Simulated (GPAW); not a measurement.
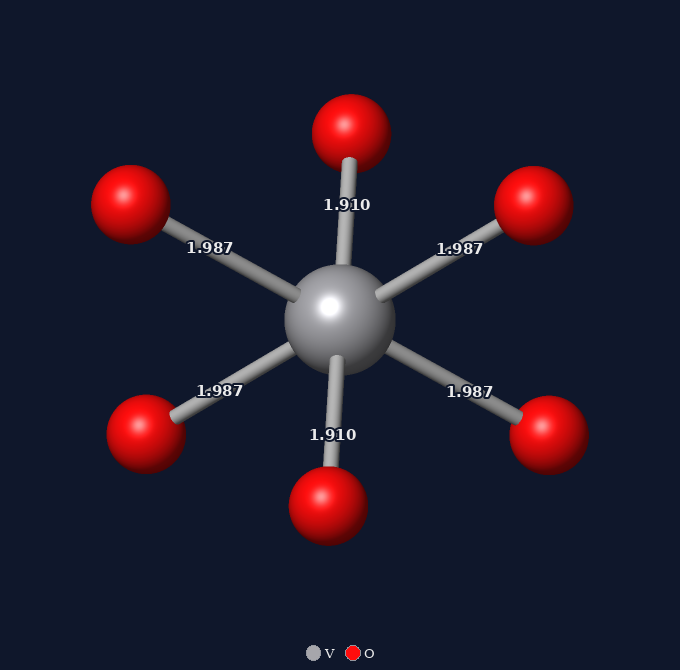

The surroundings of site V1 (at 0.500, 0.500, 0.500) in VO₂ (P4_2/mnm), with bond lengths in Å.

Origin of the cell: a cell listed in the Materials Project, as set up for an electronic-structure calculation.

```yaml
crystal:
  lattice:
    - [4.50720, 0.00000, 0.00000]
    - [0.00000, 4.50720, 0.00000]
    - [0.00000, 0.00000, 3.04445]
  atoms:
    - { symbol: V, position: [0.50000, 0.50000, 0.50000] }
    - { symbol: V, position: [0.00000, 0.00000, 0.00000] }
    - { symbol: O, position: [0.20036, 0.79964, 0.50000] }
    - { symbol: O, position: [0.79964, 0.20036, 0.50000] }
    - { symbol: O, position: [0.70036, 0.70036, 0.00000] }
    - { symbol: O, position: [0.29964, 0.29964, 0.00000] }
```

Bond valence s = exp((R0 − d)/b), R0 fitted to published crystal structures with b = 0.37 Å; R0 in Å: V4+–O 1.773.

Q: Calculate the bond-valence sum of V1 from the bonds drawn.

A: 2 × 0.691 + 4 × 0.561 = 3.62 v.u., against a formal valence of 4: underbonded (bonds long for this ion) by 0.38.

Q: And over the whole structure?

A:
```
site              x, y, z  formal valence  bond-valence sum  difference
  V1  0.500, 0.500, 0.500              +4              3.72       -0.28
  O1  0.200, 0.800, 0.500              −2              1.86       -0.14
```

These sums include all anions within 5 Å. The global instability index (root mean square of the differences over all atoms) is 0.20 v.u.: moderate strain, common in real structures. The cell was not relaxed for this table, and a volume that is off by a few per cent shifts all sums together.
